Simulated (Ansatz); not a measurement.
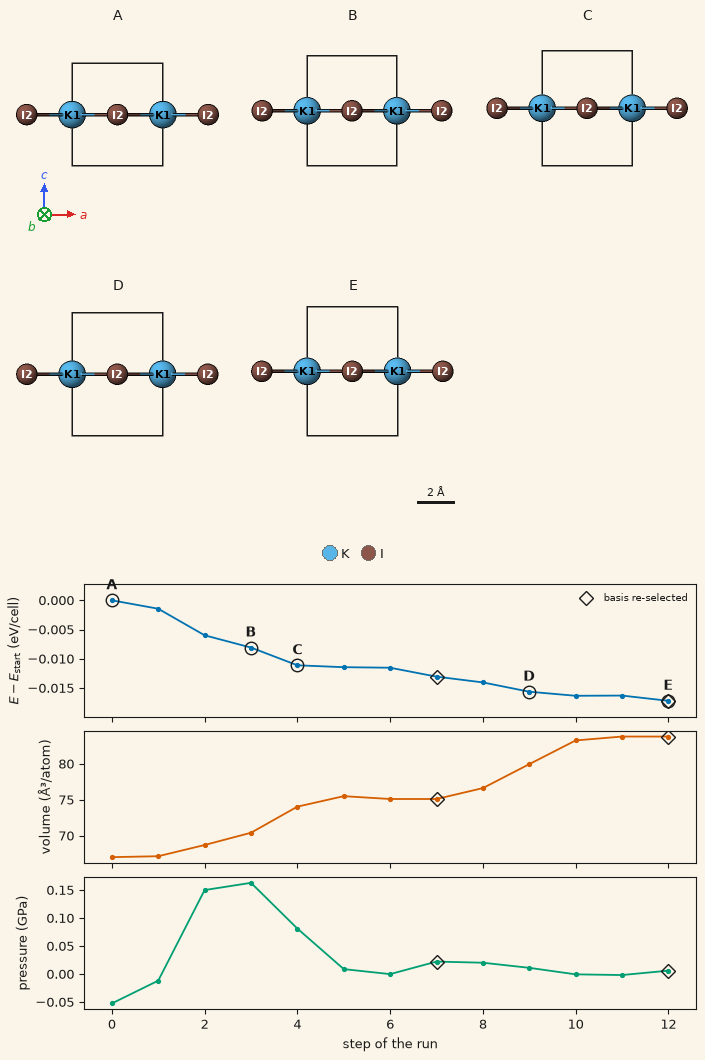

Frames of a relaxation of a crystal of KI (built on the random type), marked on the history of the run. Style: ball-and-stick. Shown: the cell of the calculation, along the b axis.

Case: random cell with space group Cmme (No. 67).

Method: Ansatz, DFT PBE, scalar-relativistic, plane waves, PAW. (plane-wave cutoff 420 eV; k-point mesh 6 × 6 × 4; occupations gaussian; smearing width 0.02 eV; no spin polarisation; cell and atoms relaxed; force threshold 0.01 eV/Å; at most 80 steps)

What happens along the run?

Over 10 accepted moves (12 points after the start) the energy falls by 17.2 meV per cell of the calculation. All forces vanish by symmetry, so only the cell relaxes. The pressure goes from −0.05 to 0.01 GPa. At 2 points the geometry stayed and the basis and grid were re-selected for the new cell (energy shift of 1.5 meV per cell of the calculation at most each time). No atom moves by more than 0.005 Å relative to the cell. Cell: a = b 4.913 → 4.897 Å (−0.3 %), c 5.553 → 6.988 Å (+25.8 %). Volume +25.0 %. Near-neighbour distances that change, for instance: K1–I2 3.474 → 3.463 Å. The space group stays P4/mmm (No. 123). The run took 98 s on 1 thread of Intel(R) Xeon(R) Platinum 8259CL CPU @ 2.50GHz (Skylake/Cascade Lake), on a shared host, peak memory 0.48 GiB. From step 0 to 3: volume +5.1 %, energy −8.1 meV per cell of the calculation. From step 3 to 4: volume +5.2 %, energy −3.0 meV per cell of the calculation. From step 4 to 9: volume +8.0 %, energy −4.5 meV per cell of the calculation. From step 9 to 12: volume +4.8 %, energy −1.6 meV per cell of the calculation.

Limits of the set-up: layers or molecules are held without a dispersion correction, so their spacing is unreliable.
